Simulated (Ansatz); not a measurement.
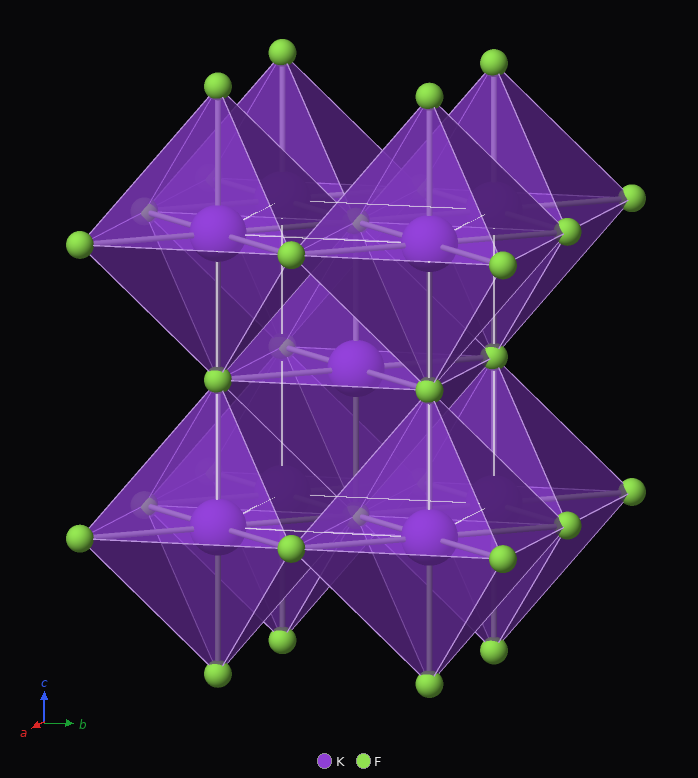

Structure drawing (polyhedral), viewed slightly off an axis. Atoms at the boundary of the conventional unit cell (the box) are drawn once for each face, edge or corner they touch. A few atoms beyond the faces are included.

KF, space group I4/mmm (No. 139), a = 3.760 Å, b = 3.760 Å, c = 5.058 Å, α = 90.00°, β = 90.00°, γ = 90.00°. Provenance: a structure type filled with these elements by a generator (whether the compound takes this form wasn't checked). The cell was then strained or its atoms displaced on purpose. It went into a calculation with Ansatz.

This one geometry was computed with Ansatz (DFT, plane waves, PAW) at three levels of theory: PBE, r2SCAN and HSE06. It was relaxed with r2SCAN and then strained.

Which level gives the highest pressure at this volume, and what does that say about its equilibrium volume?

Answer. Highest: PBE (4.3 GPa), which points to the largest equilibrium volume. Lowest, with the smallest volume: r2SCAN (2.3 GPa). Levels within 0.5 GPa of each other can't be told apart.

How does the band gap change with the level of theory?

Answer. PBE: a gap of 6.44 eV, direct; r2SCAN: a gap of 7.09 eV, direct; HSE06: a gap of 8.47 eV, direct.

Collect the results in a table.

Answer.
| level | cutoff (eV) | k-mesh of the run's cell | gap (eV) | pressure (GPa) |
| --- | --- | --- | --- | --- |
| PBE | 420 | 8×8×8 | 6.44 | 4.3 |
| r2SCAN | 500 | 8×8×8 | 7.09 | 2.3 |
| HSE06 | 420 | 6×6×6 | 8.47 | 3.3 |

Gaps are taken on the k-mesh or band path of each run.
